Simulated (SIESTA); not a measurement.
## A series of single points on NiSi

System: NiSi (Pmmn, 4 atoms in the cell).
Method: Kohn-Sham DFT of a periodic cell, PBEsol, PseudoDojo 0.4 standard, converted to PSML, spin-polarised (SIESTA 5.4.2).

The 7 runs differ only in the geometry, by an even scaling of the cell at fixed fractional positions. The structure derives from a Materials Project entry.

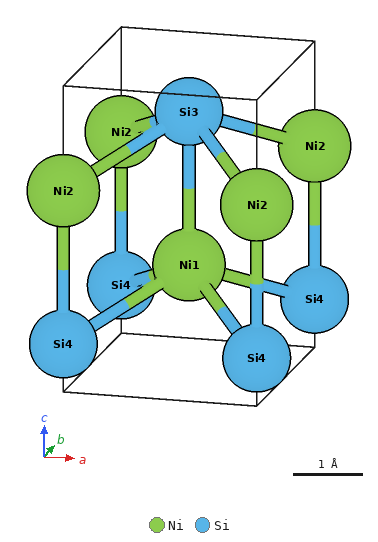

Figure 1. The structure of run 4 (ball-and-stick view of the cell of the calculation, seen slightly off an axis; atoms are numbered from 1 in the order of the input). An atom can appear more than once, as a periodic image.

### Input of run 4
```
SystemName                      SiNi
SystemLabel                     SiNi
NumberOfSpecies                 2
NumberOfAtoms                   4
%block ChemicalSpeciesLabel
  1  28 Ni
  2  14 Si
%endblock ChemicalSpeciesLabel

LatticeConstant                 1.0 Ang
%block LatticeVectors
     2.9427706600     0.0000000000     0.0000000000
     0.0000000000     3.2803255400     0.0000000000
     0.0000000000     0.0000000000     4.6774467600
%endblock LatticeVectors
AtomicCoordinatesFormat         Fractional
%block AtomicCoordinatesAndAtomicSpecies
     0.5000000000     0.5000000000     0.3424955900  1  Ni
     0.0000000000     0.0000000000     0.6575044100  1  Ni
     0.5000000000     0.5000000000     0.8431431600  2  Si
     0.0000000000     0.0000000000     0.1568568400  2  Si
%endblock AtomicCoordinatesAndAtomicSpecies

%block kgrid.MonkhorstPack
    7   0   0  0.0
    0   6   0  0.0
    0   0   4  0.0
%endblock kgrid.MonkhorstPack
XC.Functional                   GGA
XC.Authors                      PBEsol
PAO.BasisSize                   DZP
PAO.EnergyShift                 0.003 Ry
Mesh.Cutoff                     800 Ry
Spin                            polarized
%block DM.InitSpin
    1   1.000
    2   1.000
    3   0.000
    4   0.000
%endblock DM.InitSpin
OccupationFunction              FD
ElectronicTemperature           0.05 eV
MaxSCFIterations                200
SCF.MustConverge                false
SCF.Mixer.Method                Pulay
SCF.Mixer.Weight                0.1
SCF.Mixer.History               10
SCF.DM.Tolerance                5.0e-05
SCF.H.Tolerance                 1.0e-03 eV
WriteForces                     true
Charge.Mulliken                 end
%block PAO.Basis
  Ni 5
  n=3 0 2
    2.437 0.000
  n=4 0 2
    7.067 0.000
  n=3 1 2
    2.721 0.000
  n=4 1 1
    7.067
  n=3 2 2
    4.466 0.000
%endblock PAO.Basis
```

Command:
```bash
siesta SiNi.fdf > SiNi.out 2>&1
```

Run 2 differs from it as follows:
```diff
-     2.9427706600     0.0000000000     0.0000000000
-     0.0000000000     3.2803255400     0.0000000000
-     0.0000000000     0.0000000000     4.6774467600
+     2.9029986135     0.0000000000     0.0000000000
+     0.0000000000     3.2359913818     0.0000000000
+     0.0000000000     0.0000000000     4.6142302706
```

### Results, with one run withheld

| run | volume per atom (Å³) | free energy per atom, from the lowest run given (meV) | pressure (GPa) |
| --- | --- | --- | --- |
| 1 | 10.611 | 28.29 | 14.67 |
| 2 | 10.837 | ? | ? |
| 3 | 11.062 | 2.65 | 4.12 |
| 4 | 11.288 | 0.00 | −0.24 |
| 5 | 11.514 | 3.22 | −4.22 |
| 6 | 11.740 | 11.73 | −7.77 |
| 7 | 11.965 | 24.97 | −10.92 |

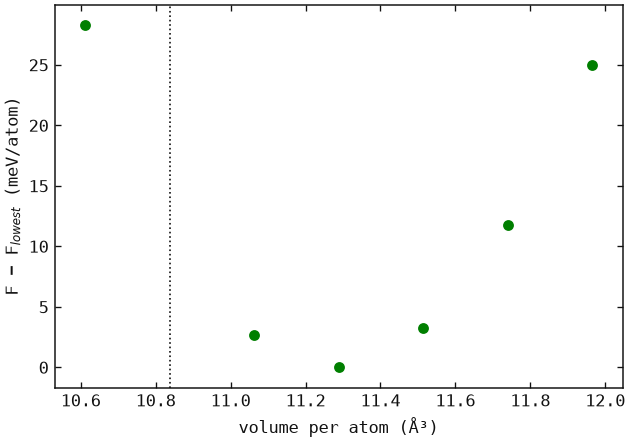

Figure 2. Free energy per atom of the runs given; the dotted line marks run 2.

What should run 2 give?

A cubic polynomial in V^(−2/3) (the Birch–Murnaghan form), fitted to the 6 runs given, misses them by at most 0.01 meV per atom. With x = V^(−2/3) − 0.19802 Å⁻², it reads F = 0.30221 − 736.07 x + 4.1851e+05 x² + 2.9875e+05 x³ (meV per atom). At run 2 it gives 11.82 meV per atom, and the run itself gives 11.77. The slope of the fit gives a pressure −dF/dV of 9.00 GPa there, and the run prints 8.95 GPa. The fit has its minimum at 11.273 Å³ per atom, where V d²F/dV² gives 210 GPa. Cell shape and fractional positions are held, so this is the stiffness under even scaling; the relaxed bulk modulus wasn't computed.

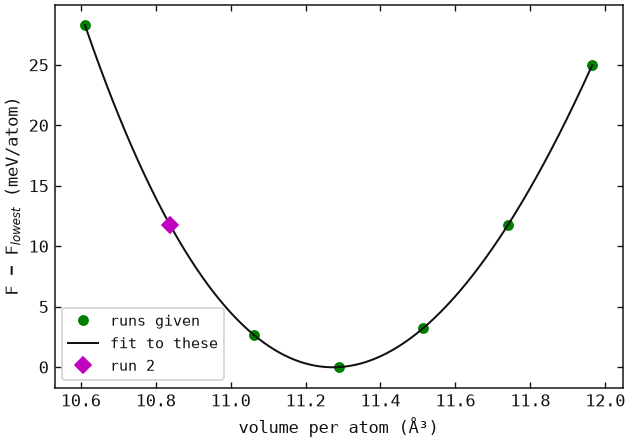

Figure 3. The fit and the withheld run.

### Some lines of the output (run 2)
```
[...]
outcell: Cell volume (Ang**3)        :     43.3464
stepf: Fermi-Dirac step function
siesta: Etot    =     -9345.068563
siesta: FreeEng =     -9345.076213
        iscf     Eharris(eV)        E_KS(eV)     FreeEng(eV)     dDmax    Ef(eV) dHmax(eV)
siesta: E_KS(eV) =            -9355.4730
siesta: E_KS - E_eggbox =     -9355.4730
siesta: Etot    =     -9355.472960
siesta: FreeEng =     -9355.478533
siesta:         Fermi =      -5.305270
siesta: Cell volume =         43.346441 Ang**3
    Orbital volume contribution        =           3.755184 eV
```

Notes: Points of doubt noted for this run: mulliken charges of long orbitals. With a small basis of atomic orbitals these values can differ much from converged plane-wave results.
